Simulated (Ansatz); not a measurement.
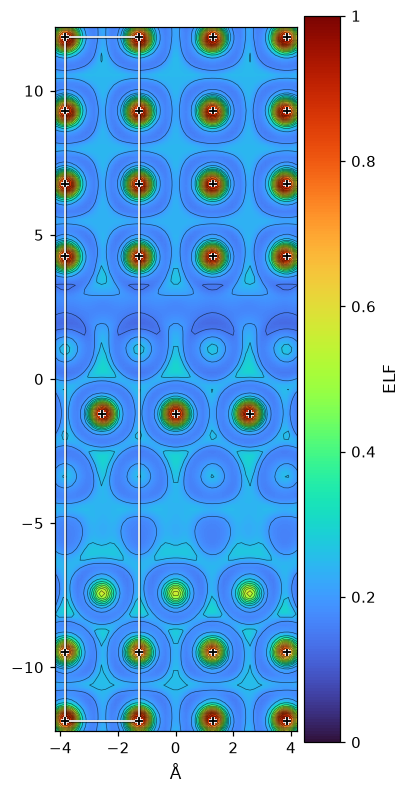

The electron localisation function on a plane through atoms (crosses mark nuclei in the plane).

All numbers below come from Ansatz 0.2.0, DFT PBE, scalar-relativistic, plane waves, PAW.

Candidates:
A. Cu (interface cell), a = 2.57 Å, b = 7.70 Å, c = 22.43 Å, α = 90.00°, β = 90.00°, γ = 90.00°. Computed without spin polarisation.
B. AlN, a = 4.37 Å, b = 4.37 Å, c = 4.37 Å, α = 90.00°, β = 90.00°, γ = 90.00°. Space group F-43m; a structure from a database of computed crystals, not necessarily the ambient phase; computed pressure about 5 GPa in this cell.

Question: Which candidate gave the map?

Answer: Candidate A: Cu on the (011) plane of the calculation cell, which holds Cu. Cu–Cu (2.38 Å): the ELF is about 0.20 at the midpoint (no localised pair shows between them). Cu–Cu (2.52 Å): the ELF is about 0.20 at the midpoint (no shared electron pair shows on this line).
